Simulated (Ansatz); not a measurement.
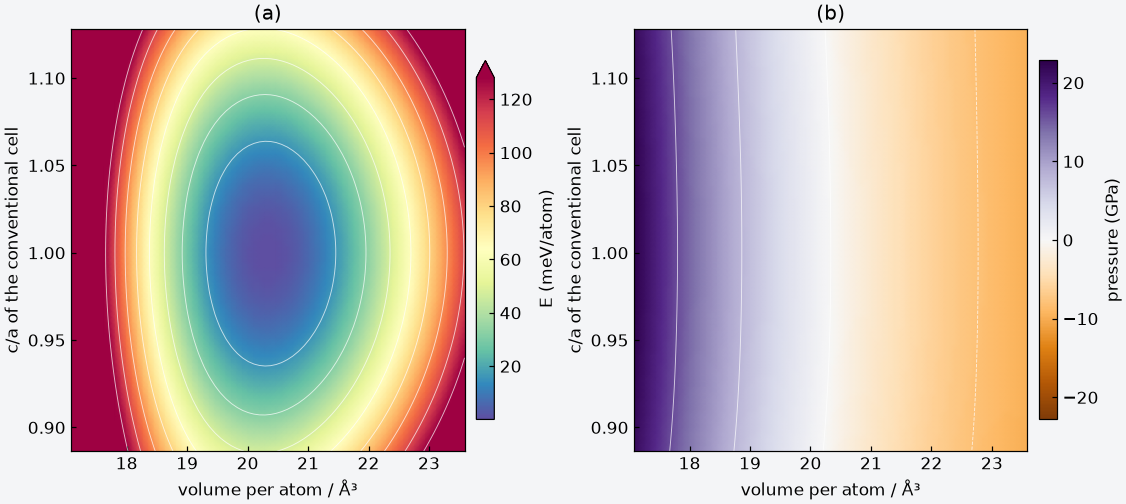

Si7Ge (P-43m, No. 215; 8 atoms in the cell). The energy is mapped over volume and the cell's shape. The first coordinate is: volume per atom; the second: c/a of the conventional cell. Nothing is relaxed (fractional coordinates fixed). Grid: 7 × 7 points. Points are written as (first, second). All energies are given in meV/atom relative to the lowest grid point. The band gap closes in part of the range. Theory: DFT PBEsol, scalar-relativistic, plane waves, PAW in Ansatz. Settings: cutoff 420 eV, k-mesh 8×8×8, gaussian smearing 0.03 eV, no spin polarisation.

Panel (a) is the energy; panel (b) is the computed pressure, in GPa.

Drawn: a smooth colour map with a few white contour lines, one colour for all values above the top of the scale. Between grid points the surface is interpolated.

### How does the pressure vary over the map, and what is it at the lowest grid point?

It runs from −9.8 GPa at (23.59 Å³, 0.886) to 22.8 GPa at (17.08 Å³, 1.000). At the lowest grid point, (20.33 Å³, 1.000), it is 0.0 GPa. The pressure is minus the slope of the energy with volume, so it vanishes at the true minimum, which need not be a grid point.

PAW datasets: the set soft_1.
